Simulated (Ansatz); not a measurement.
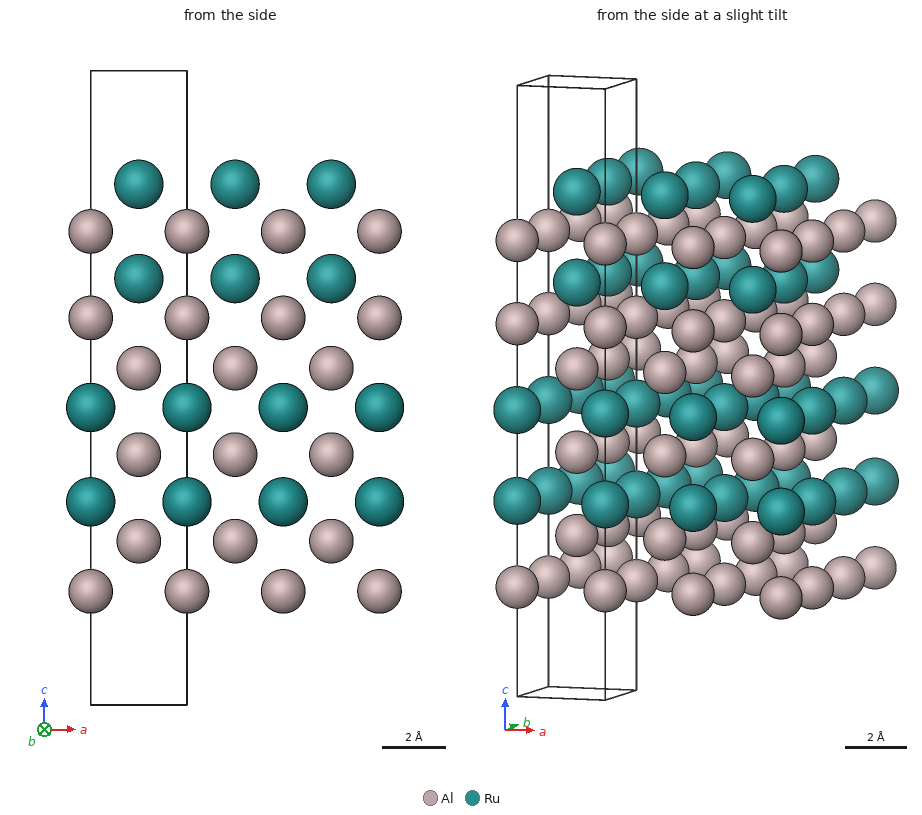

A spheres-only picture of a periodic slab, seen from the side and from the side at a slight tilt. The surface normal points up in side views; the box is the simulation cell. 3×3 cells are drawn in the plane, with atoms at the edges repeated.

The cell holds 6 Al, 4 Ru.

With which atoms do the two faces end?

The top face ends in Ru, the bottom face in Al. The faces differ, so the slab can carry a dipole.

Read the thickness off the scale bar.

About 13 Å from the lowest to the highest atom, with about 7 Å of vacuum to the next image.

Count the planes and say what each contains, starting at the top.

Ten planes: Ru / Al / Ru / Al / Al / Ru / Al / Ru / Al / Al.

The initial geometry was a structure listed in the Materials Project. The cell was then strained or its atoms displaced on purpose. A calculation with Ansatz used it as input.

At this level of theory the run's own cell isn't at rest (forces up to 1.0 eV/Å), so its distances can differ from those at equilibrium, the more so the softer the solid.
